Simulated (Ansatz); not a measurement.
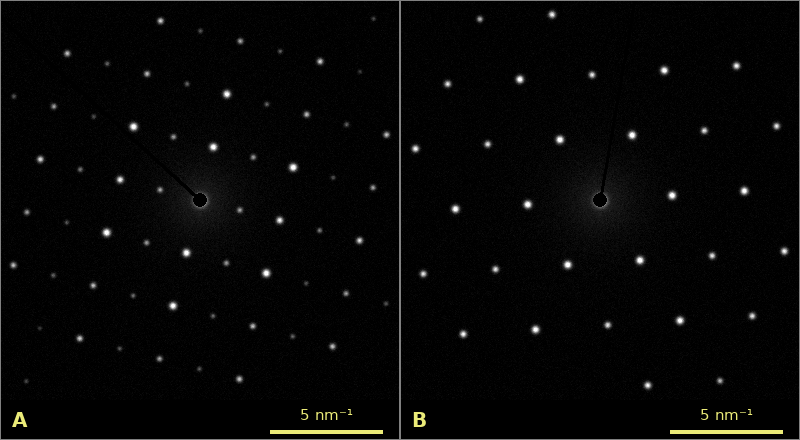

Kinematic electron diffraction patterns (120 kV, B = 0.5 Å², same scale, each along a low-index zone) of two structures of composition Ge, each relaxed at zero pressure with DFT PBE, scalar-relativistic, plane waves, PAW in Ansatz.

The structures (standard cells):
1. P2_13 (No. 198), a = 4.343 Å, 4 atoms; generated start, possibly hypothetical
2. Cmmm (No. 65), a = 5.392 Å, b = 8.137 Å, c = 5.397 Å, 10 atoms; generated start, possibly hypothetical

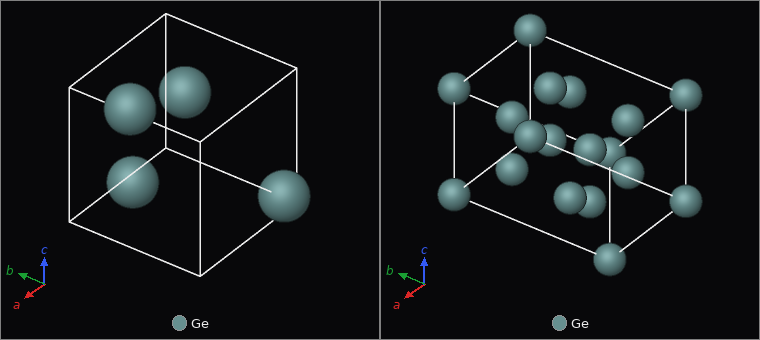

Drawings of the structures 1 to 2, from left to right (each may span several cells).

### Which pattern belongs to which structure, and along which zone?

A is structure 2 along [100]: rectangular net of 0 0 1 at d = 5.40 Å and 0 2 0 at d = 4.07 Å, 90.0° apart (some points of this net are extinct or too weak to see). B is structure 1 along [111] or an equivalent direction: hexagonal net of -1 1 0 at d = 3.07 Å and -1 0 1 at d = 3.07 Å, 60.0° apart.

### Rank the structures by their computed energy.

Structure 1 (P2_13, 20.48 Å³ an atom) is the lowest of these; structure 2 (Cmmm, 23.68 Å³ an atom) lies about 110 meV an atom higher. These are static energies at 0 K; other structures, not shown, may lie lower still.
